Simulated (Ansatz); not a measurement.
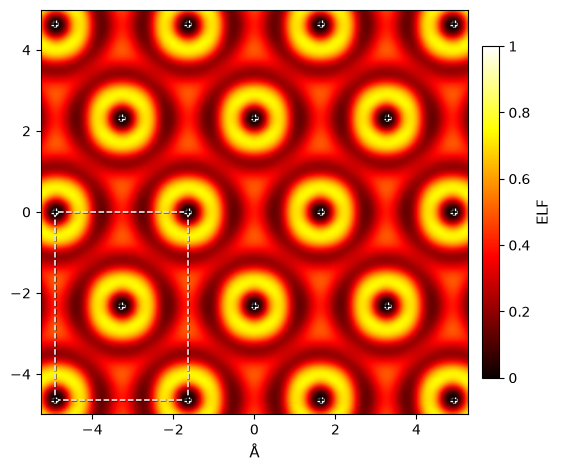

The ELF on a plane through atoms (crosses mark nuclei in the plane).

The calculation used DFT PBEsol, scalar-relativistic, plane waves, PAW (Ansatz).

Candidates:
A. TiAl₃, a = 3.87 Å, b = 3.87 Å, c = 8.32 Å, α = 90.00°, β = 90.00°, γ = 90.00°. Space group I4/mmm; a structure from a database of computed crystals, not necessarily the ambient phase; computed without spin polarisation.
B. Ta, a = 3.28 Å, b = 3.28 Å, c = 3.28 Å, α = 90.00°, β = 90.00°, γ = 90.00°. Space group Im-3m; computed without spin polarisation.

**Which system is this?**

Candidate B: Ta on the (101) plane of the conventional cell, which holds Ta. Ta–Ta (2.84 Å): the ELF is about 0.30 at the midpoint; no localised pair shows between them.
